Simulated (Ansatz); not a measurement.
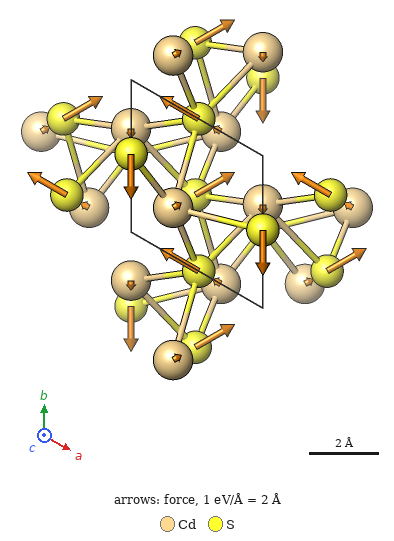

Starting geometry of crystalline CdS (a generated structure, set up in P3_121) (coarse preliminary run) with the computed forces as orange arrows. Style: ball-and-stick. Shown: the cell of the calculation, along the c axis.

Case: Hg → Cd, Te → S on all its sites, cell and atoms relaxed.

These are results of DFT PBE, scalar-relativistic, plane waves, PAW (Ansatz), not measurements.

Input file:
```yaml
crystal:
  lattice:
    - [4.4759774349, 0.0, 0.0]
    - [-2.2379887174, 3.8763101654, 0.0]
    - [0.0, 0.0, 9.8651019161]
  atoms:
    - { symbol: Cd, position: [0.3186779316, 0.3186779316, 0.0] }
    - { symbol: Cd, position: [0.0, 0.6813220684, 0.6666666667] }
    - { symbol: Cd, position: [0.6813220684, 0.0, 0.3333333333] }
    - { symbol: S, position: [0.486601702, 0.486601702, 0.5] }
    - { symbol: S, position: [0.0, 0.513398298, 0.1666666667] }
    - { symbol: S, position: [0.513398298, 0.0, 0.8333333333] }
basis:
  ecutwfc: 420
kpoints:
  mp_grid: { grid: [6, 6, 2] }
hamiltonian:
  xc: pbe
scf:
  occupations: { method: gaussian, width: 0.1 }
output:
  forces: true
  stress: true
  eigenvalues: true
relax:
  adjacent_minimum: "off"
  f_tol: 0.05
  max_steps: 60
  cell: { stress_tol: 0.5 }
```

Launched with:
```bash
ansatz run input.yaml --threads 1 --pin off --max-ram 2560MiB --backend cpu --events-out ev --progress --plain --runs-dir out
```

Q: What follows when this structure is relaxed?

A: It isn't relaxed: the largest force vector, on S atoms, is 0.68 eV/Å. The final displacements have little in common with the starting forces (cosine between the two patterns 0.19). Over 7 accepted moves (8 points after the start) the energy falls by 182 meV per atom. Largest force component: 0.68 eV/Å at the start, 0.013 eV/Å at the end. The pressure goes from −6.87 to −0.05 GPa. The SCF was repeated once at an unchanged geometry on a basis and grid sized afresh for the cell, which shifted the energy by 1.1 meV per atom at most. The largest moves relative to the cell, 0.59 Å, are those of Cd1, Cd2 and Cd3. Cd2 goes along −b. By element the largest moves are Cd 0.59 Å, S 0.01 Å. Cell: a = b 4.476 → 4.081 Å (−8.8 %), c 9.865 → 9.582 Å (−2.9 %). Volume −19.3 %. Some distances before and after: Cd1–S5 3.179 → 2.629 Å, Cd1–S5 (another image) 2.596 → 2.567 Å. Bond angles that change, for instance: S4–Cd3–S5 167.7° → 141.8°, Cd2–S4–Cd3 104.8° → 126.2°. The space group stays P3_121 (No. 152).
